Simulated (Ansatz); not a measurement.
**A series of single points on CH₄**

System: CH₄ (I-42m, 5 atoms in the cell).
Method: DFT PBEsol, scalar-relativistic, plane waves, PAW, no spin polarisation (Ansatz 0.2.0).

The 9 runs differ only in the geometry, by a strain of the cell at fixed fractional positions. Against run 5, the strain is εxx = η. The structure derives from a Materials Project entry.

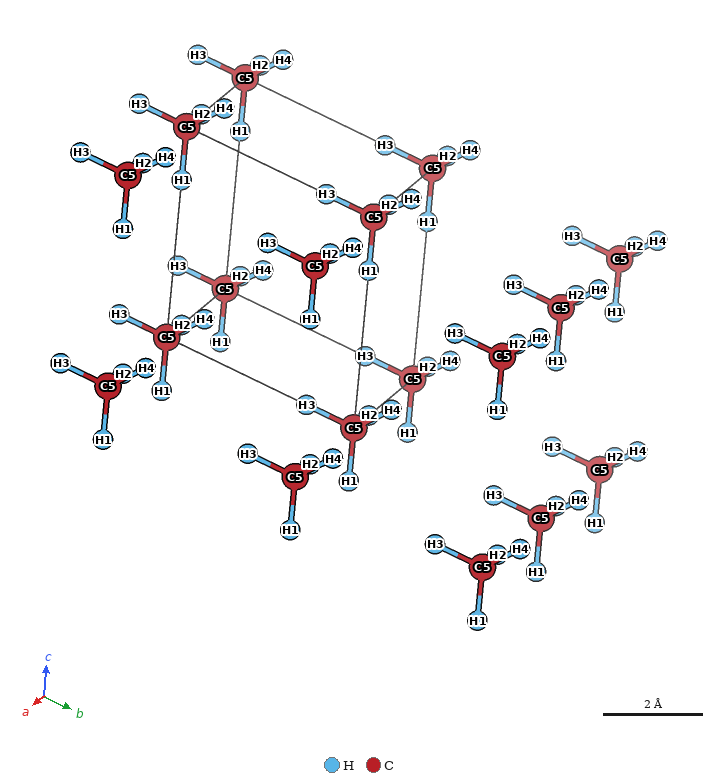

Figure 1. The structure of run 5 (ball-and-stick view of the cell of the calculation, repeated 2 × 2 × 1, seen slightly off an axis; atoms are numbered from 1 in the order of the input).

### Input of run 5
```yaml
crystal:
  lattice:
    - [-2.5161085511, 2.4789246809, 2.4789246809]
    - [2.5161085511, -2.4789246809, 2.4789246809]
    - [2.5161085511, 2.4789246809, -2.4789246809]
  atoms:
    - { symbol: H, position: [0.0, 0.0, 0.74631287] }
    - { symbol: H, position: [0.74631287, 0.0, 0.0] }
    - { symbol: H, position: [0.0, 0.74631287, 0.0] }
    - { symbol: H, position: [0.25368713, 0.25368713, 0.25368713] }
    - { symbol: C, position: [0.0, 0.0, 0.0] }
basis:
  ecutwfc: 420
kpoints:
  mp_grid: { grid: [6, 6, 6] }
hamiltonian:
  xc: pbesol
scf:
  occupations: { method: gaussian, width: 0.05 }
output:
  forces: true
  stress: true
  eigenvalues: true
```

Run 8 differs from it as follows:
```diff
-    - [-2.5161085511, 2.4789246809, 2.4789246809]
-    - [2.5161085511, -2.4789246809, 2.4789246809]
-    - [2.5161085511, 2.4789246809, -2.4789246809]
+    - [-2.6090682266, 2.4789246809, 2.4789246809]
+    - [2.6090682266, -2.4789246809, 2.4789246809]
+    - [2.6090682266, 2.4789246809, -2.4789246809]
```

### Results, with one run withheld

```tsv
run	strain parameter η (%)	free energy per atom, from the lowest run given (meV)	pressure (GPa)	gap on the mesh (eV)
1	−7.3892	15.55	4.28	7.57
2	−5.9113	9.97	3.44	7.60
3	−4.4335	5.64	2.63	7.63
4	−2.9557	2.55	1.86	7.66
5	0.0000	0.00	0.40	7.60
6	1.4778	0.51	−0.28	7.52
7	2.9557	2.18	−0.93	7.45
8	3.6946	?	?	?
9	4.4335	5.01	−1.55	7.37
```

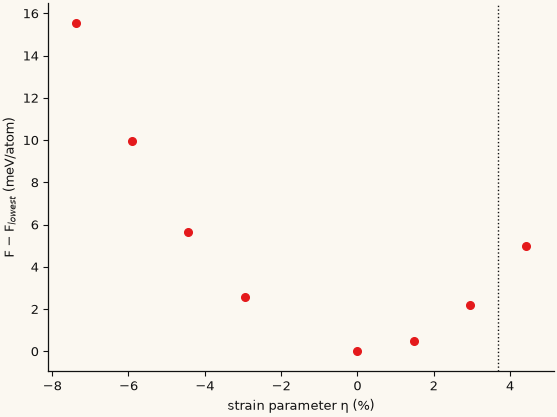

Figure 2. Free energy per atom of the runs given; the dotted line marks run 8.

What should run 8 give?

A cubic polynomial in the coordinate, fitted to the 8 runs given, misses them by under 0.01 meV per atom. With x = η + 1.4778, it reads F = 0.67376 − 0.86071 x + 0.27488 x² − 0.00088352 x³ (meV per atom). At run 8 it gives 3.45 meV per atom, and the run itself gives 3.47. The fit has its minimum at η = 0.0998 %. The gap on the mesh lies between 7.37 eV (run 9) and 7.66 eV (run 4); run 8 has 7.41 eV. These are gaps of this functional on this mesh, which can miss the band edges; they aren't the measured gap.

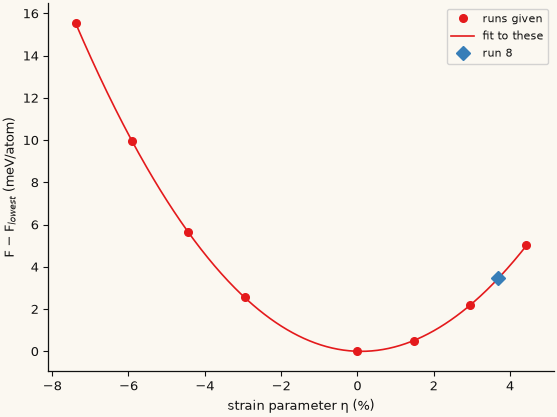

Figure 3. The fit and the withheld run.

### Output, shortened to warnings, some set-up lines, iterations and results (run 8)
```
Basis set: ecut = 420 eV, 1269 PW (Γ), exchange–correlation on 60×60×60 points (8 copies of the dense FFT grid, shifted against one another)
Symmetry: 8 space group operations
k-points: 30 of 216 (time reversal used)
Initial density: superposition of atomic densities (neutral atoms: chi_scale 0, normalization atom), corrected by the library's trained network
[...]
SCF iter   1: F=—  HF=-310.413612 eV  |F-HF|=—  |Δ(HF+E_count)|=         —  Δρ=3.08e-3  dr2=2.94e-3  ethr=1.77e-3  ⟨swp⟩=5.6  Hψ=1834  notcnv=0
SCF iter   2: F=—  HF=-310.414728 eV  |F-HF|=—  |Δ(HF+E_count)|=   1.12e-3  Δρ=1.14e-3  dr2=4.17e-4  ethr=3.67e-5  ⟨swp⟩=3.0  Hψ=714  notcnv=0  defer=17
SCF iter   3: F=—  HF=-310.415153 eV  |F-HF|=—  |Δ(HF+E_count)|=   4.25e-4  Δρ=2.37e-4  dr2=3.33e-5  ethr=5.21e-6  ⟨swp⟩=3.0  Hψ=400  notcnv=0
SCF iter   4: F=—  HF=-310.415159 eV  |F-HF|=—  |Δ(HF+E_count)|=   6.44e-6  Δρ=5.65e-5  dr2=1.17e-6  ethr=4.16e-7  ⟨swp⟩=2.0  Hψ=340  notcnv=0
SCF iter   5: F=-310.415164 eV  HF=-310.415164 eV  |F-HF|=2.86e-8  |Δ(HF+E_count)|=   4.55e-6  Δρ=1.52e-5  dr2=9.01e-8  ethr=1.46e-8  ⟨swp⟩=2.1  Hψ=347  notcnv=0
SCF iter   6: F=-310.415164 eV  HF=-310.415164 eV  |F-HF|=2.30e-10  |Δ(HF+E_count)|=   9.52e-9  Δρ=1.54e-6  dr2=6.67e-10  ethr=1.13e-9  ⟨swp⟩=3.1  Hψ=988  notcnv=0
SCF 1 converged in 6 iterations: F = -310.415164 eV  dr2 = 6.67e-10
SCF converged after 6 iterations
Free energy (F): -310.415164 eV
Harris-Foulkes:  -310.415164 eV  (|F-HF|=2.30e-10)
Internal energy: -310.415164 eV  (E = F + TS)
E sigma→0 (E₀):  -310.415164 eV
Fermi energy:    -2.682728 eV
--- Per-component energies (eV) ---
  E_band       = -69.597040
  E_kinetic    = 144.281448
  E_local      = -366.645737  (includes V_loc(G=0)·N_el)
  E_nonlocal   = 33.641626
  E_hartree    = 116.429669
  E_xc         = -82.225717
  E_vxc        = -104.039283  (∫ρ·V_xc dr)
  E_paw        = -97.642485  (= ΣΔE_a)
  E_vpaw       = -9.688888  (= ΣTr[D̂ρ^β])
  E_aug_tail   = -0.005243  (compensation charges beyond the density's cutoff)
  E_ewald      = -58.269825
  E_core_change = 0.021101  (= ΣΔE_core)
  E_smearing   = -0.000000  (= −TS)
  E_closure    = -0.000000  (closes the sum)
  Σ components = -310.415164   (vs F -310.415164, Δ=0.00e0)
--- Forces (eV/Å), atoms counted from 1 ---
  atom   1  H      0.36214884     0.08963134    -0.08963134
  atom   2  H     -0.36214884     0.08963134     0.08963134
  atom   3  H      0.36214884    -0.08963134     0.08963134
  atom   4  H     -0.36214884    -0.08963134    -0.08963134
  atom   5  C      0.00000000     0.00000000     0.00000000
  max |Σ_I F_I| component: 6.94e-17 eV/Å
--- Stress (GPa, compression-positive) ---
       -2.477149       0.000000       0.000000
        0.000000      -0.629575       0.000000
       -0.000000       0.000000      -0.629575
  P = ⅓ Tr σ = -1.2454 GPa (-12.454 kbar)
```
